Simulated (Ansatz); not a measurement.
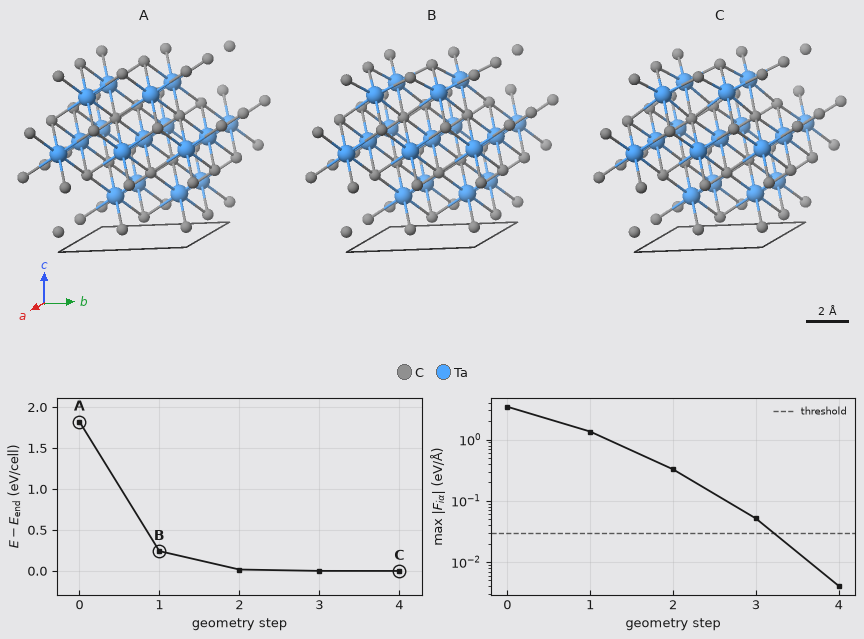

Frames of a constrained relaxation of a slab of composition Ta3C4 (cut from the Fm-3m phase), marked on the history of the run. Style: ball-and-stick. Shown: the cell of the calculation, outlined in the plane, without the vacuum (origin shifted), slightly off an axis.

Case: clean slab, lower half held. The slab is the (1 1 1) face of TaC. 12 atoms are held fixed.

These are results of DFT PBE+D3(BJ), scalar-relativistic, plane waves, PAW (Ansatz 0.2.0), not measurements. (plane-wave cutoff 420 eV; k-point mesh 6 × 6 × 1; occupations gaussian; smearing width 0.1 eV; no spin polarisation; dipole correction; atoms relaxed in a fixed cell; force threshold 0.03 eV/Å; at most 70 steps)

Describe the path.

Answer. Over 4 geometry steps the energy falls by 1.824 eV per cell of the calculation. The largest force component goes from 3.4 to 0.0041 eV/Å. The largest moves, 0.15 Å, are those of C atoms. By element the largest moves are C 0.15 Å, Ta 0.13 Å. The lattice vectors keep their values. Among the contacts that change: C–Ta 2.222 → 2.073 Å, C–Ta 2.222 → 2.318 Å, Ta–Ta 3.143 → 3.221 Å, C–Ta 2.222 → 2.186 Å. Among the angles between lasting bonds that change: C–Ta–C 180.0° → 170.4°, Ta–C–Ta 90.0° → 98.6°, C–Ta–C 90.0° → 98.6°. The run may lie on a higher electronic state than the lowest, so the end point isn't shown to be the ground-state structure. The run took 66 s on 4 threads of Intel(R) Xeon(R) 6975P-C (Granite Rapids), with other jobs on the host, peak memory 2.7 GiB. From step 0 to 1: C atoms move most (0.18 Å), energy −1.581 eV per cell of the calculation. From step 1 to 4: C atoms move most (0.07 Å), energy −0.242 eV per cell of the calculation.
